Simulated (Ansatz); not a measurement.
**Geometry relaxation of W (part 3 of 3)**

W (slab, 16 atoms in the cell); DFT PBE+D3(BJ), scalar-relativistic, plane waves, PAW, no spin polarisation (Ansatz 0.2.0); cutoff 420 eV, 6×6×1 k-mesh, Gaussian smearing of 0.1 eV. The structure derives from an entry of the Crystallography Open Database. The input holds or restrains some coordinates. Forces given for the steps count only the free coordinates.

Geometry of the input (Å; fractional positions):
```
5.4724  0.0000  0.0000
-1.8241  5.1594  0.0000
0.0000  0.0000  23.7023
W  0.2500  0.2500  0.3586
W  0.2500  0.7500  0.3586
W  0.7500  0.2500  0.3586
W  0.7500  0.7500  0.3586
W  0.5000  0.5000  0.4529
W  0.5000  0.0000  0.4529
W  -0.0000  0.5000  0.4529
W  0.0000  0.0000  0.4529
W  0.7500  0.7500  0.5471
W  0.7500  0.2500  0.5471
W  0.2500  0.7500  0.5471
W  0.2500  0.2500  0.5471
W  0.0000  0.0000  0.6414
W  -0.0000  0.5000  0.6414
W  0.5000  0.0000  0.6414
W  0.5000  0.5000  0.6414
```

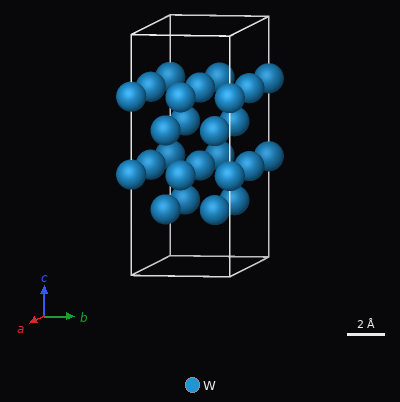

**Figure 1.** The geometry at step 5 of the log (spheres-only view of the cell of the calculation, with the vacuum cut short, seen slightly off an axis).

Key numbers:

| quantity | value |
| --- | --- |
| outcome | converged under the restraints of the input |
| electrons treated | 224 |
| free energy | −166153.6609 eV |
| work function, top face | 4.82 eV |
| work function, bottom face | 4.90 eV |
| Fermi energy | 5.646 eV |
| gap on the k-point mesh | none (metallic) |
| final volume | 669.22 Å³ |
| work function (upper face) | 4.82 eV |
| largest force (length of the vector) at the end, held atoms and coordinates included | 0.503 eV/Å |
| hardware | 4 threads of Intel Xeon @ 2.90GHz (Ice Lake), 192 GiB of memory available, shared host |
| wall time | 2.3 min (CPU time 8.7 min) |
| peak memory | 2.4 GiB |

Remarks:

Spin–orbit coupling is left out, which matters for W.
